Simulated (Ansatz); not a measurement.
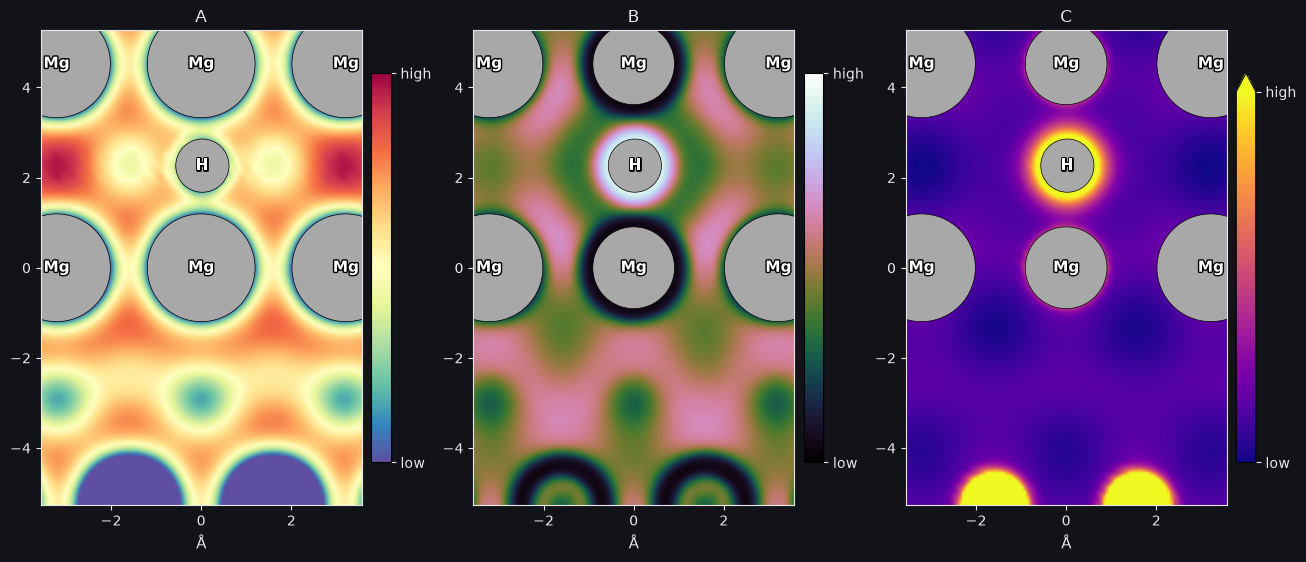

Mg$_{12}$H (cell with a defect): 3 fields on the (011) plane of the calculation cell, with unlabelled colour scales. Grey discs cover the atomic cores.

Computed without spin polarisation.

Computed with DFT PBE, scalar-relativistic, plane waves, PAW in Ansatz 0.2.0.

Which field does each panel show? The fields are: electron localisation function, electrostatic potential energy of an electron and valence pseudo-density.

Panel A: electrostatic potential energy of an electron (low next to the atoms, rising into the space between them). Panel B: electron localisation function. Panel C: valence pseudo-density. From the grid: Mg–H (2.27 Å): ρ at the midpoint is about 0.13 e/Å³; the ELF climbs to about 1 towards the hydrogen.
